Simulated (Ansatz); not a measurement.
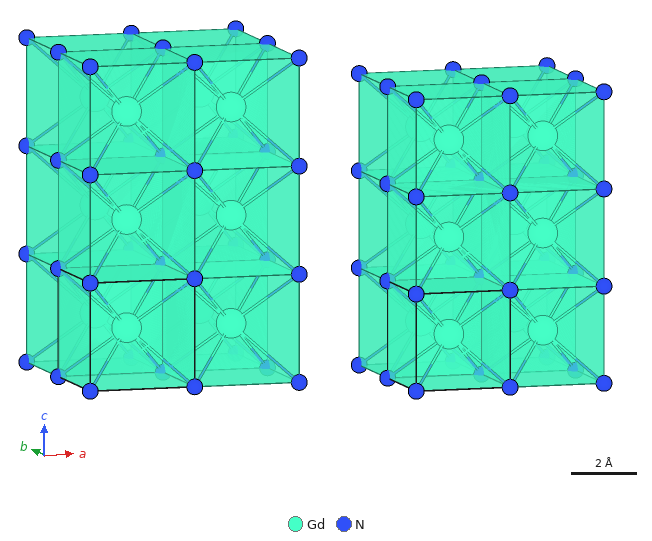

Two geometries of a crystal of GdN (a generated structure, set up in Pm-3m) (coarse preliminary run), drawn at one scale. One is the start of a relaxation, the other its converged end. Style: polyhedral. Shown: the cell of the calculation, repeated 2 × 2 × 3 with one cell outlined, slightly off an axis.

Theory: Ansatz, DFT PBE, scalar-relativistic, plane waves, PAW. Settings: plane-wave cutoff 420 eV; k-point mesh 6 × 6 × 6; occupations gaussian; smearing width 0.1 eV; collinear spin; cell and atoms relaxed; force threshold 0.04 eV/Å; at most 70 steps.

> Which one is relaxed?

The right one is the relaxed one. No atom moves by more than 0.005 Å relative to the cell. Cell: a = b = c 3.377 → 3.034 Å (−10.1 %). Volume −27.5 %. Among the contacts that change: Gd–Gd 3.377 → 3.034 Å, Gd–N 2.924 → 2.627 Å. The space group stays Pm-3m (No. 221). The energy falls by 500 meV per atom in 3 accepted moves (4 points after the start). All forces vanish by symmetry, so only the cell relaxes. The pressure goes from −22.65 to −0.12 GPa. At 1 point the geometry stayed and the basis and grid were re-selected for the new cell (energy shift of 3.0 meV per atom at most each time). The run took 34 s on 1 thread of AMD EPYC (Zen 3), with other jobs on the host, peak memory 0.34 GiB.
